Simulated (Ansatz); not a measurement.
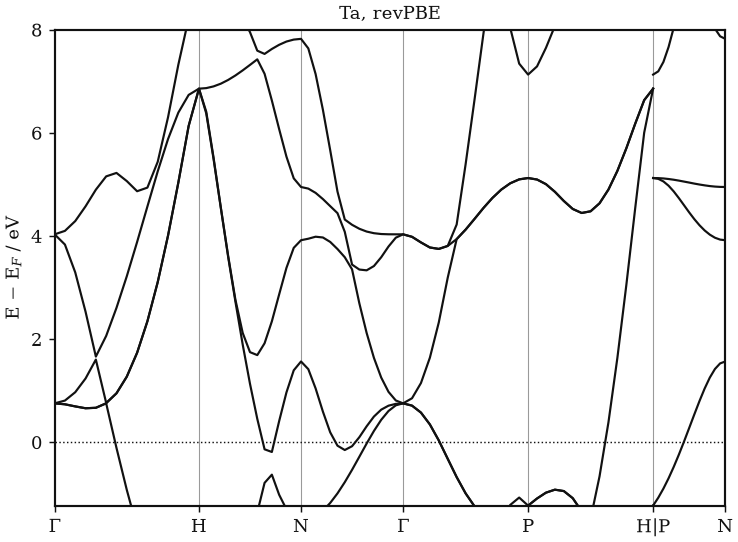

Band structure. Energies are counted from the Fermi level.

> What lattice type does the k path imply?

A body-centred cubic lattice: the path Γ–H–N–Γ–P–H|P–N runs through the special points of its Brillouin zone.

Structure: bcc Ta, space group Im-3m (No. 229), 1 atom in the primitive cell; cubic a = 3.303 Å.

Ansatz 0.2.0; revPBE, Ansatz PAW, no spin polarisation, no spin-orbit coupling, 11×11×11 k mesh, 420 eV cutoff, Fermi-Dirac smearing of 0.05 eV.

> Metal, semiconductor or insulator?

A metal: bands cross the Fermi level along this path.

Spin-orbit coupling is left out, which matters for Ta. The PAW data sets were made with another functional. The cell is at 5 GPa in this functional. Bands are joined in order of energy, so crossings between the computed points show as kinks or gaps.
